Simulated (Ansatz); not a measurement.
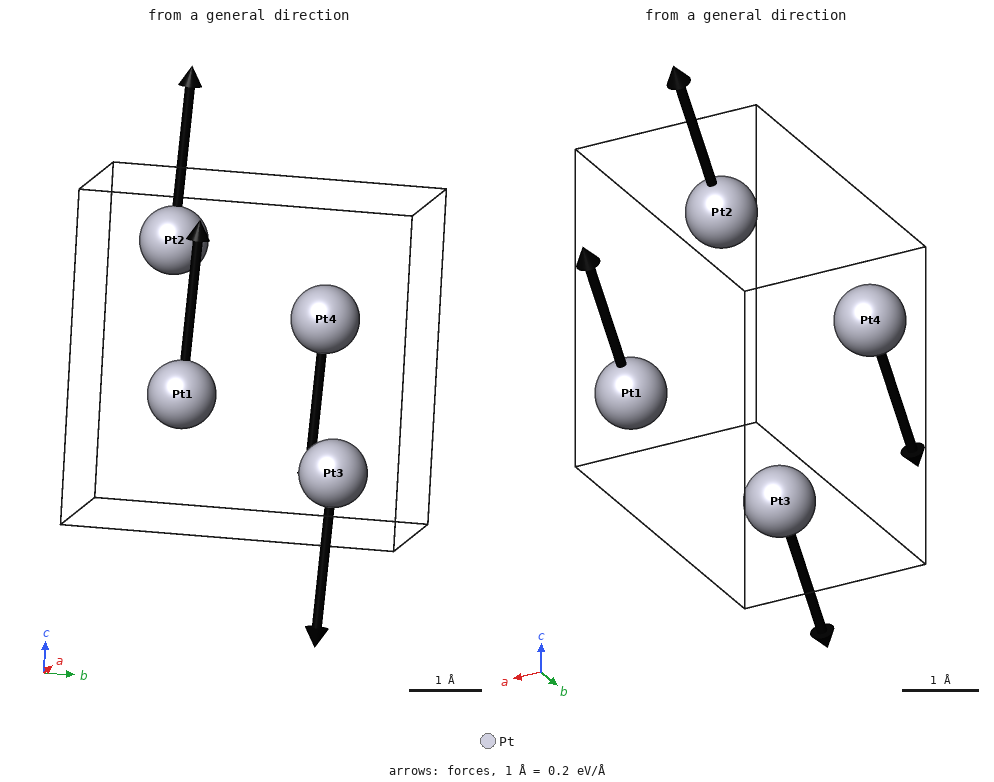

This spheres-only model is shown from two general directions. The wireframe shows the simulation cell. The arrows are the computed forces on the atoms.

System: Pt. Run with DFT PBEsol, scalar-relativistic, plane waves, PAW in Ansatz and these settings: a cutoff energy of 420 eV, the zone sampled with 22×14×14 points, Gaussian smearing of 0.15 eV, no spin polarisation.

Could this be the end point of a relaxation?

No. The atoms still feel forces of up to about 0.4 eV/Å, far above a usual threshold of 0.01 to 0.03 eV/Å.

Find the atom with the largest force.

All Pt atoms, about 0.4 eV/Å.

Origin of the cell: a structure listed in the Materials Project. The cell was then strained or its atoms displaced on purpose. A calculation with Ansatz used it as input.
